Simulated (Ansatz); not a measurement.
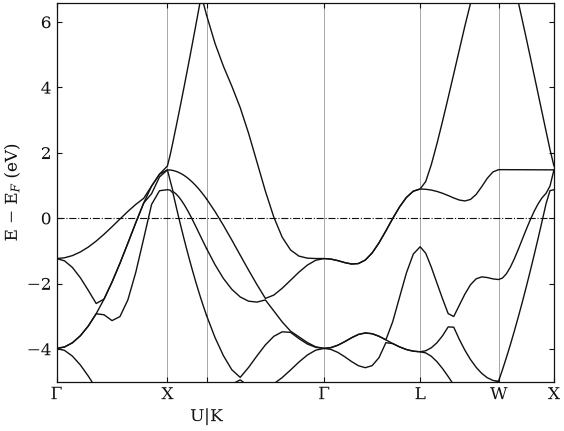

Band structure. Energies are counted from the Fermi level.

System: Ir, space group Fm-3m (No. 225), 1 atom in the cell.

```cif
data_structure
_symmetry_space_group_name_H-M 'P 1'
_symmetry_Int_Tables_number 1
_cell_length_a 2.7084
_cell_length_b 2.7084
_cell_length_c 2.7084
_cell_angle_alpha 60.000
_cell_angle_beta 60.000
_cell_angle_gamma 60.000
_cell_volume 14.05
loop_
_atom_site_label
_atom_site_type_symbol
_atom_site_fract_x
_atom_site_fract_y
_atom_site_fract_z
_atom_site_occupancy
Ir1 Ir 0.00000 0.00000 0.00000 1
```

Level of theory: DFT PBEsol, scalar-relativistic, plane waves, PAW, no spin polarisation, 18×18×18 k mesh, Gaussian smearing of 0.1 eV; code Ansatz 0.2.0.

> Does this material conduct, going by its bands?

A metal: 4 bands cross the Fermi level along this path.

> On which lines of the path do bands cross the Fermi level?

Bands cross the Fermi level on Γ–X, X–U, K–Γ, Γ–L and W–X, and not on L–W.

Spin-orbit coupling is left out, which matters for Ir.
